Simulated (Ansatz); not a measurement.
# Single-point calculation of GaSb

GaSb (2 atoms in the cell), computed with DFT PBEsol, scalar-relativistic, plane waves, PAW, no spin polarisation (Ansatz 0.2.0).

The structure derives from an entry of the Crystallography Open Database. It belongs to a series of runs on one base structure; here: strain +0.025 along x and y, -0.025 along z, atoms carried along.

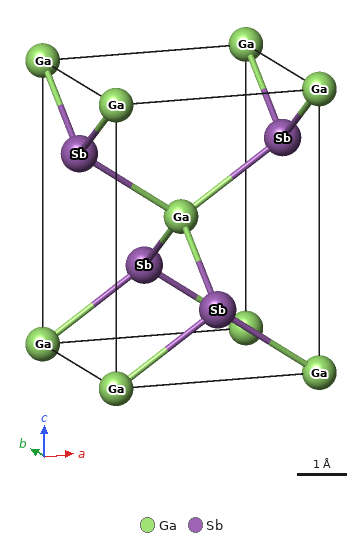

**Figure 1.** The input geometry (ball-and-stick view of the cell 2 times as large as that of the calculation, set on its symmetry axes, seen slightly off an axis). Near neighbours in the crystal (not all of them lie inside the picture): Ga has 4 Sb at 2.67 Å; Sb has 4 Ga at 2.67 Å.

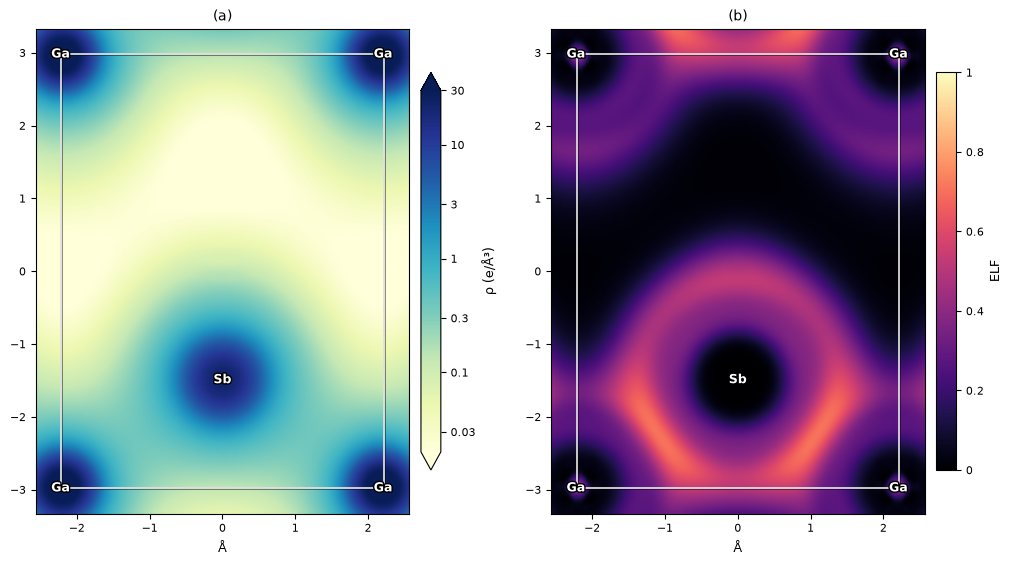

**Figure 2.** (a) valence pseudo-density; (b) electron localisation function on the (010) plane of the conventional cell. Atoms in the plane: Ga and Sb. Ga–Sb (2.67 Å): ρ at the midpoint is about 0.4 e/Å³; the ELF peaks at about 0.70 between the atoms. Away from the nuclei the density in this plane falls to 0.01 e/Å³ at its lowest. The strong features right at Ga lie inside the PAW spheres (semicore, d or f shells) and say nothing about bonding. The fields are those of the smooth PAW valence density.

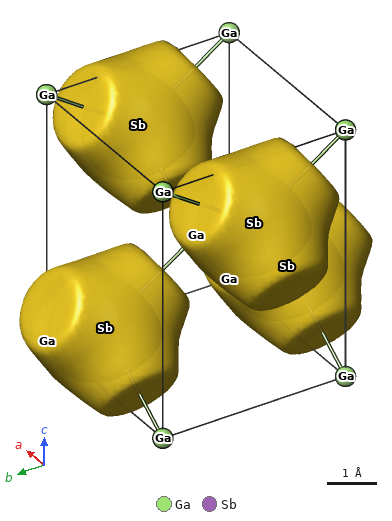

**Figure 3.** Isosurface of the ELF at 0.45 (yellow), seen at an oblique angle. Only the valence region is drawn (cores and ρ < 0.01 e/Å³ removed). Sticks mark near contacts. The outline is the cell set on symmetry axes. Profiles from the grid: Ga–Sb (2.67 Å): the ELF peaks at about 0.70 between the atoms.

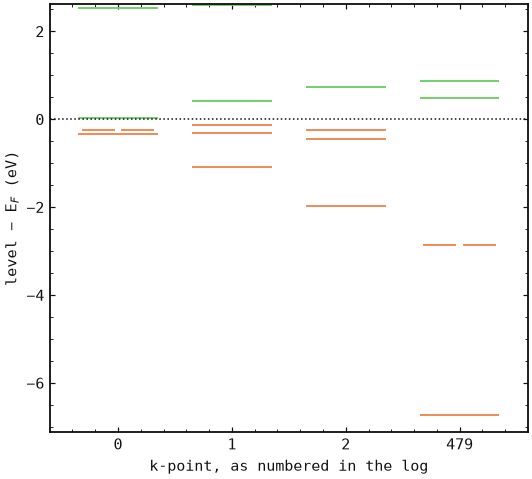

**Figure 4.** Kohn–Sham levels near the Fermi level (dotted) at the few k-points that the log prints; levels within 0.02 eV of each other stand side by side. Among these points the highest filled and lowest empty levels are 0.14 eV apart, which is the gap on the mesh.

The input that produced these results follows, with the program's output.

The input:
```yaml
crystal:
  lattice:
    - [0.0, 3.1320044496, 2.9792237448]
    - [3.1320044496, 0.0, 2.9792237448]
    - [3.1320044496, 3.1320044496, 0.0]
  atoms:
    - { symbol: Ga, position: [0.0, 0.0, 0.0] }
    - { symbol: Sb, position: [0.75, 0.75, 0.75] }
basis:
  ecutwfc: 420
kpoints:
  mp_grid: { grid: [18, 18, 18] }
hamiltonian:
  xc: pbesol
scf:
  occupations: { method: gaussian, width: 0.15 }
output:
  forces: true
  stress: true
  eigenvalues: true
  write_density: true
  write_potential: true
  elf: true
  volumetric_format: npy
```

Run as:
```bash
ansatz run input.yaml --threads 2 --pin off --max-ram 5120MiB --backend cpu --events-out ev --progress --plain --runs-dir out
```

Output:
```
Engine: ansatz 0.2.0, x86_64-unknown-linux-gnu
Pseudopotentials: kind: paw
Pseudopotential: Ga, paw, valence charge 13, recommended cutoff 420 eV (normal), Ga.paw.azcp
Pseudopotential: Sb, paw, valence charge 15, recommended cutoff 420 eV (normal), Sb.paw.azcp
Functional definition: PBEsol
  exchange = pbesol_x
  correlation = pbesol_c
Crystal: 2 atoms, lattice volume = 58.449 Å³
Basis set: ecut = 420 eV, 1153 PW (Γ), exchange–correlation on 60×60×60 points (8 copies of the dense FFT grid, shifted against one another)
Bands: 18, of which v1, the nominal top of the filled ones, is band 14 counted from 1 (13 counted from 0)
Symmetry: 8 space group operations
Space group: I-4m2 (ITA 119), of the structure as read, at distance tolerance 3.9e-5 Å
k-points: 480 of 5832 (time reversal used)
Non-local potential: Ga, projectors of the file, l = 0: 2, l = 1: 2, l = 2: 3, l = 3: 1
Non-local potential: Sb, projectors of the file, l = 0: 2, l = 1: 2, l = 2: 2, l = 3: 2
PAW form: soft (Blöchl's): semilocal exchange-correlation on the pseudo side does not see the compensation charge
PAW frozen core: Ga, regenerated for the run's functional, and the local potential with it (the file was generated under x = pbe(κ = 0.804, μ = 0.2195149727645171), c = pbe(β = 0.06672455060314922))
PAW frozen core: Sb, regenerated for the run's functional, and the local potential with it (the file was generated under x = pbe(κ = 0.804, μ = 0.2195149727645171), c = pbe(β = 0.06672455060314922))
PAW one-centre angular grid: Ga, 590 points (default); XC on 64 Gauss nodes
PAW one-centre angular grid: Sb, 590 points (default); XC on 64 Gauss nodes
Initial density: superposition of atomic densities (neutral atoms: chi_scale 0, normalization atom), corrected by the library's trained network
Initial wavefunctions: pseudopotential atomic-orbital guess
Functional: x = pbesol(κ = 0.804, μ = 0.12345679012345678), c = pbesol(β = 0.046)
SCF iter   1: F=—  HF=-10151.520435 eV  |F-HF|=—  |Δ(HF+E_count)|=         —  Δρ=2.70e-3  dr2=5.41e-3  ethr=1.77e-3  ⟨swp⟩=5.2  Hψ=42197  notcnv=0
preconditioner: auto → Kerker (q_TF=auto, 2.413 Å⁻¹)  [metal: Δε(μ)=0.143 eV  Ē_g=14.409 eV  σ=0.150 eV  W_gap=0.45  n_scr=14 (ndim 8)  ℏωp=20.6 eV  f_vac=0.097  D(μ)=0.02/eV (n_scr^D=0)]
SCF iter   2: F=—  HF=-10151.517931 eV  |F-HF|=—  |Δ(HF+E_count)|=   2.50e-3  Δρ=1.75e-3  dr2=2.80e-3  ethr=1.93e-5  ⟨swp⟩=2.1  Hψ=14531  notcnv=0
SCF iter   3: F=—  HF=-10151.517542 eV  |F-HF|=—  |Δ(HF+E_count)|=   3.90e-4  Δρ=5.95e-4  dr2=2.91e-4  ethr=9.99e-6  ⟨swp⟩=2.7  Hψ=15312  notcnv=0
SCF iter   4: F=—  HF=-10151.517610 eV  |F-HF|=—  |Δ(HF+E_count)|=   6.79e-5  Δρ=2.77e-4  dr2=1.11e-4  ethr=1.04e-6  ⟨swp⟩=2.0  Hψ=14960  notcnv=0
SCF iter   5: F=—  HF=-10151.517648 eV  |F-HF|=—  |Δ(HF+E_count)|=   3.88e-5  Δρ=1.26e-4  dr2=9.08e-6  ethr=3.95e-7  ⟨swp⟩=2.2  Hψ=15249  notcnv=0
SCF iter   6: F=—  HF=-10151.517656 eV  |F-HF|=—  |Δ(HF+E_count)|=   7.64e-6  Δρ=2.51e-5  dr2=2.87e-7  ethr=3.24e-8  ⟨swp⟩=2.0  Hψ=15365  notcnv=0
SCF iter   7: F=-10151.517657 eV  HF=-10151.517657 eV  |F-HF|=1.84e-8  |Δ(HF+E_count)|=   6.08e-7  Δρ=7.11e-6  dr2=3.50e-8  ethr=3.57e-10  ⟨swp⟩=10.9  Hψ=63083  notcnv=0
SCF 1 converged in 7 iterations: F = -10151.517657 eV  dr2 = 3.50e-8
  greatest PAW one-centre occupation: 0.996 electrons in one spin orbital (limit 2), on the Sb atom at site 1 (counted from 0), in its partial waves of l = 2
SCF converged after 7 iterations
Free energy (F): -10151.517657 eV
Harris-Foulkes:  -10151.517657 eV  (|F-HF|=1.84e-8)
Internal energy: -10151.517406 eV  (E = F + TS)
E sigma→0 (E₀):  -10151.517531 eV
Entropy (-TS):   -0.000250 eV (-0.125 meV/atom)
Fermi energy:    7.456438 eV
--- Per-component energies (eV) ---
  E_band       = -270.772739
  E_kinetic    = 322.983128
  E_local      = -3942.548470  (includes V_loc(G=0)·N_el)
  E_nonlocal   = 790.068628
  E_hartree    = 1809.518063
  E_xc         = -205.505108
  E_vxc        = -154.085140  (∫ρ·V_xc dr)
  E_paw        = -6449.558282  (= ΣΔE_a)
  E_vpaw       = -906.233149  (= ΣTr[D̂ρ^β])
  E_aug_tail   = -0.000120  (compensation charges beyond the density's cutoff)
  E_ewald      = -2477.670080
  E_core_change = 1.194835  (= ΣΔE_core)
  E_smearing   = -0.000250  (= −TS)
  E_closure    = 0.000000  (closes the sum)
  Σ components = -10151.517657   (vs F -10151.517657, Δ=0.00e0)
--- Forces (eV/Å), atoms counted from 1 ---
  atom   1  Ga     0.00000000    -0.00000000     0.00000000
  atom   2  Sb    -0.00000000     0.00000000    -0.00000000
  max |Σ_I F_I| component: 4.16e-17 eV/Å
--- Stress (GPa, compression-positive) ---
       -1.852578      -0.000000       0.000000
       -0.000000      -1.852578      -0.000000
        0.000000      -0.000000       0.124166
  P = ⅓ Tr σ = -1.1937 GPa (-11.937 kbar)
--- Band table (eV; the first three rows and the last of 480) ---
  k-point 0: bands = ["-21.3774", "-21.3756", "-21.3756", "-21.3589", "-21.3565", "-7.6629", "-7.6629", "-7.6561", "-7.6177", "-7.6112", "-4.0604", "7.1140", "7.2075", "7.2075", "7.4715", "9.9904", "10.1331", "10.1331"]
  k-point 1: bands = ["-21.3773", "-21.3755", "-21.3755", "-21.3588", "-21.3565", "-7.6633", "-7.6625", "-7.6561", "-7.6178", "-7.6113", "-4.0293", "6.3593", "7.1487", "7.3286", "7.8749", "10.0461", "10.2078", "10.2388"]
  k-point 2: bands = ["-21.3772", "-21.3754", "-21.3752", "-21.3587", "-21.3565", "-7.6649", "-7.6615", "-7.6559", "-7.6180", "-7.6113", "-3.9367", "5.4686", "6.9950", "7.1998", "8.1882", "10.2472", "10.3990", "10.5852"]
  k-point 479: bands = ["-21.3804", "-21.3695", "-21.3695", "-21.3586", "-21.3554", "-7.7039", "-7.6383", "-7.6383", "-7.6312", "-7.6073", "-1.5860", "0.7334", "4.6017", "4.6017", "7.9299", "8.3180", "15.8746", "15.8746"]
```

Results in brief:

| quantity | value |
| --- | --- |
| outcome | converged |
| space group (tolerance 0.01 Å) | I-4m2 (119) |
| electrons treated | 28 |
| free energy | −10151.5177 eV |
| Fermi energy | 7.456 eV |
| gap on the k-point mesh | 0.14 eV |
| pressure | −1.19 GPa |
| largest force (length of the vector) | under 0.001 eV/Å |
| hardware | 2 threads of Intel Xeon (Granite Rapids), 192 GiB of memory available, shared host |
| wall time | 14 s (CPU time 27 s) |
| peak memory | 0.8 GiB |
